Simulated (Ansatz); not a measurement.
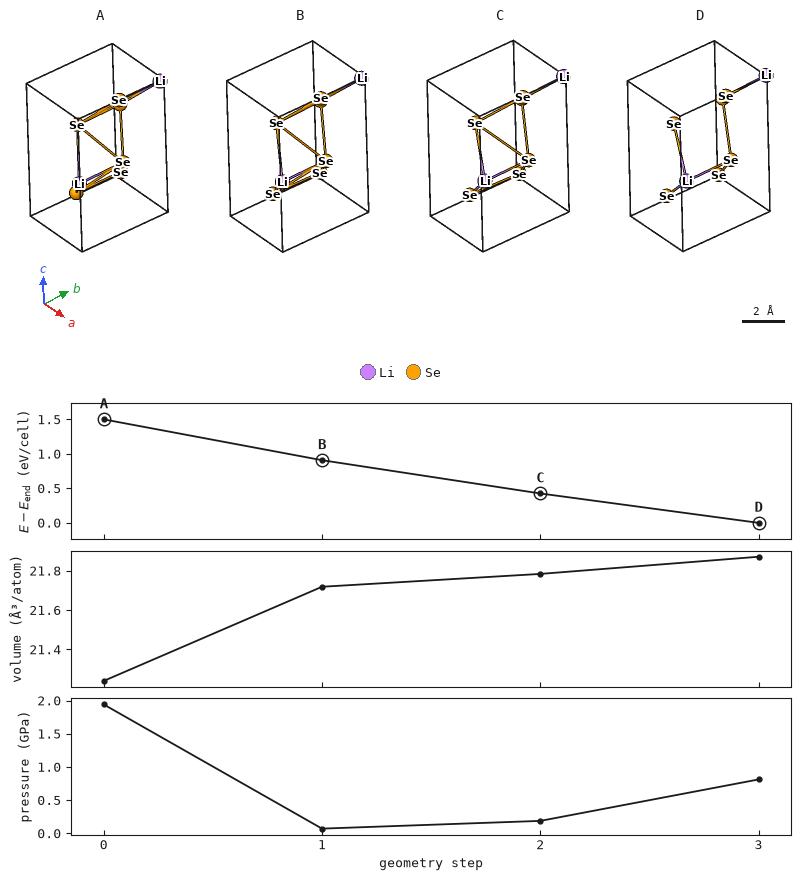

Frames of a relaxation of crystalline LiSe$_{3}$ (a generated structure, set up in P1) (coarse preliminary run), marked on the history of the run. Style: ball-and-stick. Shown: the cell of the calculation, from a free direction.

Computed with DFT PBE, scalar-relativistic, plane waves, PAW in Ansatz 0.2.0. Set-up: plane-wave cutoff 420 eV; k-point mesh 6 × 4 × 4; occupations gaussian; smearing width 0.2 eV; no spin polarisation; cell and atoms relaxed; force threshold 0.025 eV/Å; at most 60 steps.

> What happens along the run?

The run was cut off at its time limit before the relaxation converged, so the last structure is only a point on the way. The atom that moves furthest relative to the cell is a Se atom (0.59 Å along [−1 −3 0]). Largest moves by element: Se 0.59 Å, Li 0.31 Å. The volume changes by +3.0 %, with a 3.988 → 4.006 Å (+0.5 %), b 5.426 → 5.451 Å (+0.5 %), c 7.859 → 8.015 Å (+2.0 %), α 91.9° → 91.4°, β 90.1° → 89.6°, γ 91.0° → 89.9°. Near-neighbour distances that change, for instance: Se–Se 2.934 → 3.692 Å, Se–Se 3.098 → 3.615 Å, Li–Se 2.810 → 3.313 Å, Se–Se 3.097 → 3.523 Å. Bond angles that change, for instance: Se–Li–Se 60.6° → 80.7°, Li–Se–Se 59.7° → 78.3°, Se–Li–Se 110.7° → 93.2°. The space group stays P1 (No. 1). Over 3 geometry steps the energy falls by 1.501 eV per cell of the calculation. The largest force component goes from 1.4 to 0.7 eV/Å. Pressure: 1.94 GPa at the start and 0.81 GPa at the end. Cost: 3.8 min on 1 thread of AMD EPYC 7B13 (Zen 3), with other jobs on the host, peak memory 0.7 GiB. From step 0 to 1: a Se atom moves most (0.20 Å), volume +2.3 %, energy −0.592 eV per cell of the calculation. From step 1 to 2: a Se atom moves most (0.20 Å), volume +0.3 %, energy −0.482 eV per cell of the calculation. From step 2 to 3: a Se atom moves most (0.20 Å), volume +0.4 %, energy −0.426 eV per cell of the calculation.
